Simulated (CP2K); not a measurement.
**A series of single points on MgO**

System: MgO (Fm-3m, 2 atoms in the cell).
Method: Kohn-Sham DFT of a periodic cell, LDA, GTH-PADE with UZH-TZVP basis, no spin polarisation (CP2K 2026.2).

The 6 runs differ only in the geometry, by an even scaling of the cell at fixed fractional positions. The structure derives from a Materials Project entry.

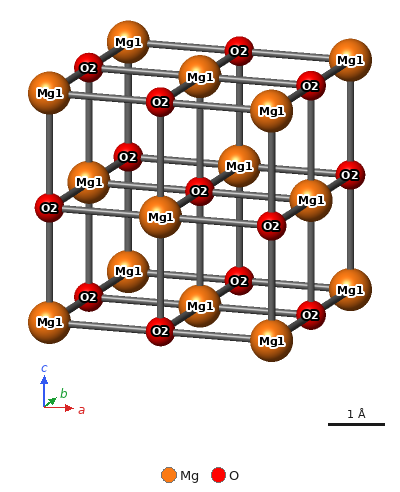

Figure 1. The structure of run 4 (ball-and-stick view of the cell 4 times as large as that of the calculation, set on its symmetry axes, seen slightly off an axis; atoms are numbered from 1 in the order of the input).

### Input of run 4
```
&GLOBAL
  PROJECT mgo_eos
  RUN_TYPE ENERGY_FORCE
  PRINT_LEVEL LOW
&END GLOBAL
&FORCE_EVAL
  METHOD QS
  STRESS_TENSOR ANALYTICAL
  &DFT
    BASIS_SET_FILE_NAME BASIS_MOLOPT_UZH
    POTENTIAL_FILE_NAME GTH_POTENTIALS
    WFN_RESTART_FILE_NAME previous-RESTART.kp
    &MGRID
      CUTOFF 1400
      REL_CUTOFF 60
      NGRIDS 4
    &END MGRID
    &QS
      METHOD GPW
      EPS_DEFAULT 1.0E-9
    &END QS
    &KPOINTS
      SCHEME MONKHORST-PACK 11 11 11
      GAMMA_CENTERED T
      SYMMETRY T
      SYMMETRY_BACKEND SPGLIB
    &END KPOINTS
    &SCF
      SCF_GUESS RESTART
      EPS_SCF 1.0E-6
      MAX_SCF 100
      ADDED_MOS 10
      CHOLESKY OFF
      EPS_EIGVAL 1.0E-7
      &DIAGONALIZATION ON
        ALGORITHM STANDARD
      &END DIAGONALIZATION
      &MIXING ON
        METHOD BROYDEN_MIXING
        ALPHA 0.4
        BETA 1.5
        NBUFFER 8
      &END MIXING
      &SMEAR ON
        METHOD FERMI_DIRAC
        ELECTRONIC_TEMPERATURE [K] 580.226
      &END SMEAR
    &END SCF
    &XC
      &XC_FUNCTIONAL
        &LDA_X
        &END LDA_X
        &LDA_C_PW
        &END LDA_C_PW
      &END XC_FUNCTIONAL
    &END XC
    &PRINT
      &KPOINTS ON
      &END KPOINTS
      &MULLIKEN ON
      &END MULLIKEN
      &MO ON
        ENERGIES T
        OCCUPATION_NUMBERS T
        &EACH
          QS_SCF 0
        &END EACH
        ADD_LAST NUMERIC
      &END MO
    &END PRINT
  &END DFT
  &SUBSYS
    &CELL
      ABC 2.9852481691 2.9852481690 2.9852481690
      ALPHA_BETA_GAMMA 59.9999999998 60.0000000000 60.0000000004
      PERIODIC XYZ
    &END CELL
    &COORD
      Mg  0.0000000000 0.0000000000 0.0000000000
      O   2.9852481691 1.7235338340 1.2187224616
    &END COORD
    &KIND Mg
      BASIS_SET TZVP-MOLOPT-PBE-GTH-q10
      POTENTIAL GTH-PADE-q10
    &END KIND
    &KIND O
      BASIS_SET TZVP-MOLOPT-PBE-GTH-q6
      POTENTIAL GTH-PADE-q6
    &END KIND
    &PRINT
      &ATOMIC_COORDINATES ON
      &END ATOMIC_COORDINATES
      &CELL ON
      &END CELL
      &SYMMETRY ON
      &END SYMMETRY
    &END PRINT
  &END SUBSYS
  &PRINT
    &FORCES ON
    &END FORCES
    &STRESS_TENSOR ON
    &END STRESS_TENSOR
  &END PRINT
&END FORCE_EVAL
```

Command:
```bash
OMP_NUM_THREADS=2 cp2k.psmp -i mgo_eos.inp -o mgo_eos.out
```

Run 3 has the same physical settings and fractional positions; its lattice vectors (Å) are:
```
   2.945704    0.000000    0.000000
   1.472852    2.551054    0.000000
   1.472852    0.850351    2.405157
```

### Results, with one run withheld

```csv
run,volume per atom (Å³),"free energy per atom, from the lowest run given (meV)",pressure (GPa),gap on the mesh (eV)
1,8.668,19.27,12.39,5.36
2,8.853,7.61,7.96,5.14
3,9.037,?,?,?
4,9.406,0.00,−2.98,4.53
5,9.590,5.20,−5.94,4.35
6,9.775,13.58,−8.60,4.17
```

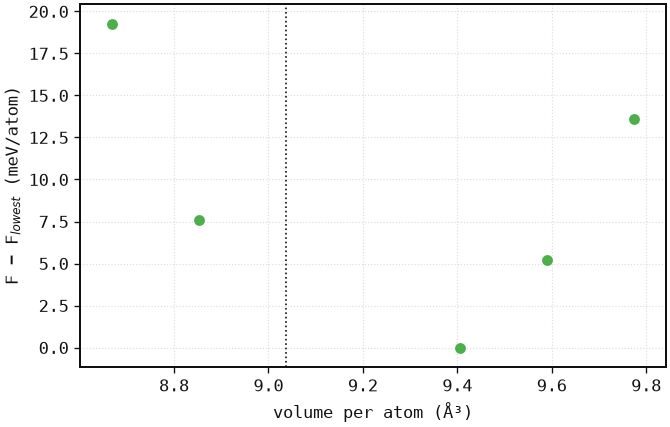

Figure 2. Free energy per atom of the runs given; the dotted line marks run 3.

What should run 3 give?

A cubic polynomial in V^(−2/3) (the Birch–Murnaghan form), fitted to the 5 runs given, misses them by at most 0.03 meV per atom. With x = V^(−2/3) − 0.22707 Å⁻², it reads F = −1.5639 − 31.102 x + 2.1478e+05 x² + 32571 x³ (meV per atom). At run 3 it gives 0.84 meV per atom, and the run itself gives 0.82. The slope of the fit gives a pressure −dF/dV of 3.92 GPa there, and the run prints 3.94 GPa. The fit has its minimum at 9.237 Å³ per atom, where V d²F/dV² gives 171 GPa: the bulk modulus at this level, since symmetry fixes the shape and the positions. The gap on the mesh goes, without turning, from 5.36 eV in run 1 to 4.17 eV in run 6; run 3 has 4.93 eV. These are gaps of this functional on this mesh, which can miss the band edges; they aren't the measured gap.

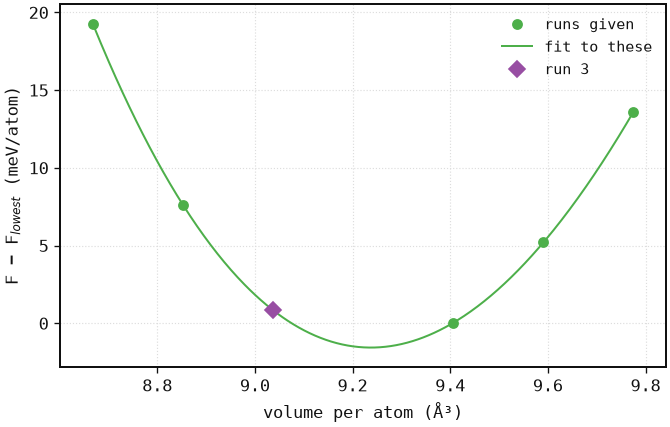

Figure 3. The fit and the withheld run.

### Some lines of the output (run 3)
```
[...]
 MO| Band gap:            0.318850 a.u.          8.676350 eV
 MO| Band gap:            0.337941 a.u.          9.195852 eV
 MO| Band gap:            0.382439 a.u.         10.406681 eV
 MO| Band gap:            0.417861 a.u.         11.370577 eV
 MO| Band gap:            0.423046 a.u.         11.511668 eV
 MO| Band gap:            0.421179 a.u.         11.460874 eV
 MO| Band gap:            0.430867 a.u.         11.724491 eV
 MO| Band gap:            0.450069 a.u.         12.246996 eV
 MO| Band gap:            0.443184 a.u.         12.059641 eV
 MO| Band gap:            0.388251 a.u.         10.564840 eV
 MO| Band gap:            0.338735 a.u.          9.217458 eV
 MO| Band gap:            0.331433 a.u.          9.018760 eV
 MO| Band gap:            0.359131 a.u.          9.772448 eV
 MO| Band gap:            0.395851 a.u.         10.771648 eV
```
